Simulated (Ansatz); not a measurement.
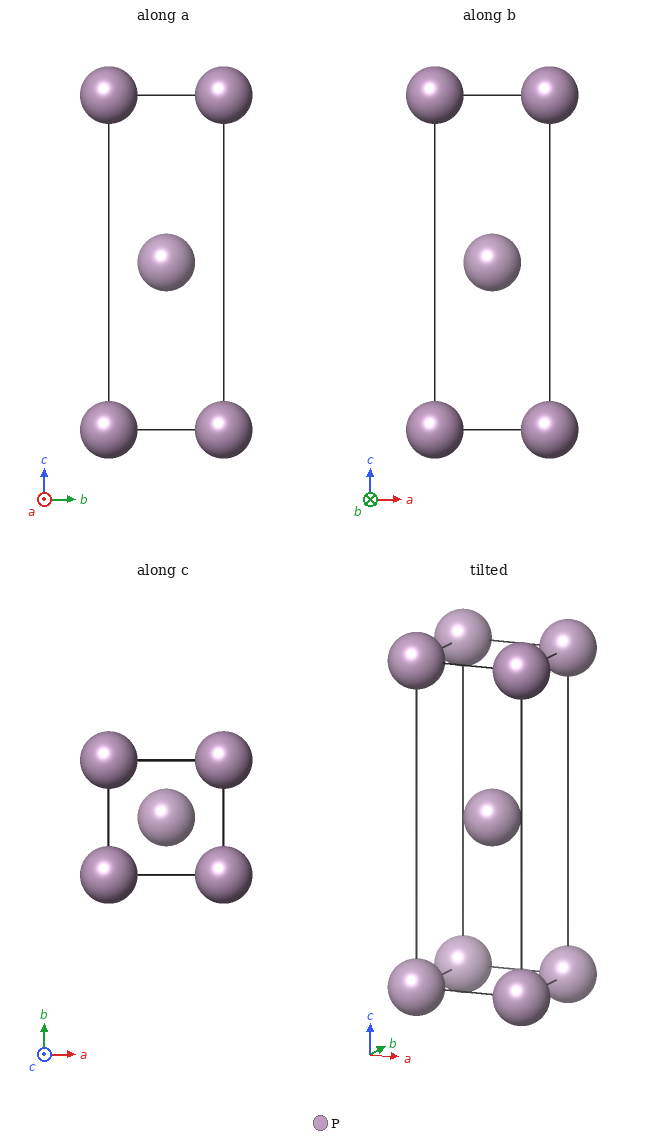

Crystal structure, spheres-only style, seen along the a axis, along the b axis, along the c axis and slightly off an axis. Lines trace the edges of the conventional unit cell.

Lattice parameters: a = 2.274 Å, b = 2.274 Å, c = 6.625 Å, α = 90.00°, β = 90.00°, γ = 90.00°.

Put the structure into a table of Wyckoff sites.

Answer. Space group I4/mmm (No. 139).
```json
{"atom": "P", "site": "2a", "x": "0.0000", "y": "0.0000", "z": "0.0000"}
```

The initial geometry was a structure type filled with this element by a generator (whether the element takes this form wasn't checked). The geometry is the end of a relaxation with Ansatz 0.2.0, DFT PBEsol, scalar-relativistic, plane waves, PAW.
